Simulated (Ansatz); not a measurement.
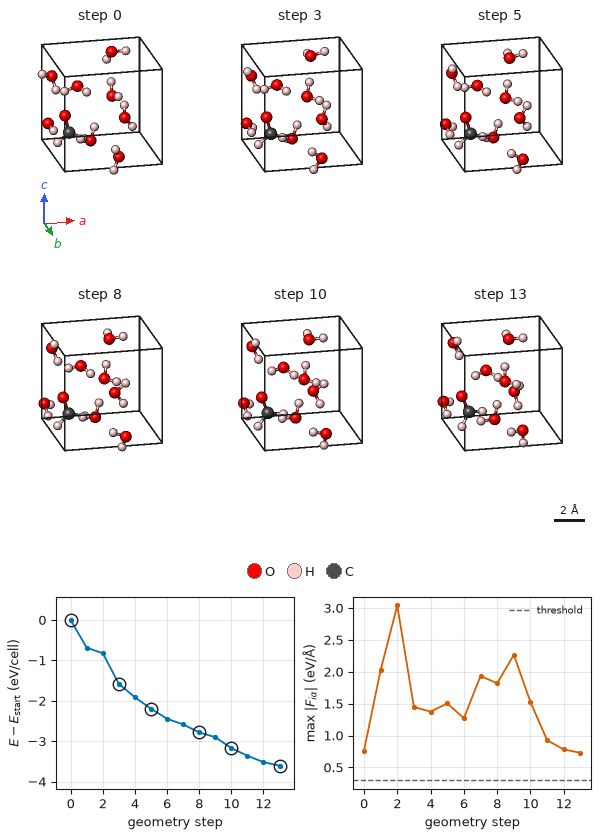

Frames of a relaxation of an amorphous cell of composition H$_{18}$CO$_{9}$, marked on the history of the run. A ball-and-stick model of the cell of the calculation, seen from a free direction.

The cell holds 8 H2O + 1 H2CO. The run prepares the start of a later molecular dynamics calculation, from a guessed geometry.

The calculation used DFT PBE-D3(BJ), scalar-relativistic, plane waves, PAW in Ansatz. Settings: plane-wave cutoff 420 eV; k-point mesh 1 × 1 × 1; occupations fermi dirac; smearing width 0.05 eV; no spin polarisation; atoms relaxed in a fixed cell; force threshold 0.3 eV/Å; at most 15 steps.

Question: What happens along the run?

Answer: The relaxation stopped without meeting its thresholds, so the last structure isn't shown to be converged. The atom that moves furthest is an H atom (1.29 Å along [3 0 2]). Largest moves by element: H 1.29 Å, O 1.24 Å, C 0.17 Å. The lattice vectors keep their values. Near-neighbour distances that change, for instance: H–O 0.969 → 1.006 Å, C–O 1.220 → 1.237 Å, C–H 1.104 → 1.115 Å, H–O 0.969 → 0.979 Å. Among the angles between lasting bonds that change: H–C–H 115.7° → 119.4°, H–O–H 104.0° → 107.3°, H–O–H 104.0° → 101.3°. After 13 geometry steps the energy has fallen by 3.604 eV per cell of the calculation. The largest force component goes from 0.76 to 0.73 eV/Å. From step 0 to 3: an H atom moves most (0.50 Å), energy −1.578 eV per cell of the calculation. From step 3 to 5: an H atom moves most (0.39 Å), energy −0.616 eV per cell of the calculation. From step 5 to 8: an O atom moves most (0.54 Å), energy −0.587 eV per cell of the calculation. From step 8 to 10: an H atom moves most (0.29 Å), energy −0.388 eV per cell of the calculation. From step 10 to 13: H atoms move most (0.40 Å), energy −0.435 eV per cell of the calculation.

Limits of the set-up: the program's low-accuracy preset was used; the periodic images lie only 6.7 Å apart, so the values are limited by the cell's size.
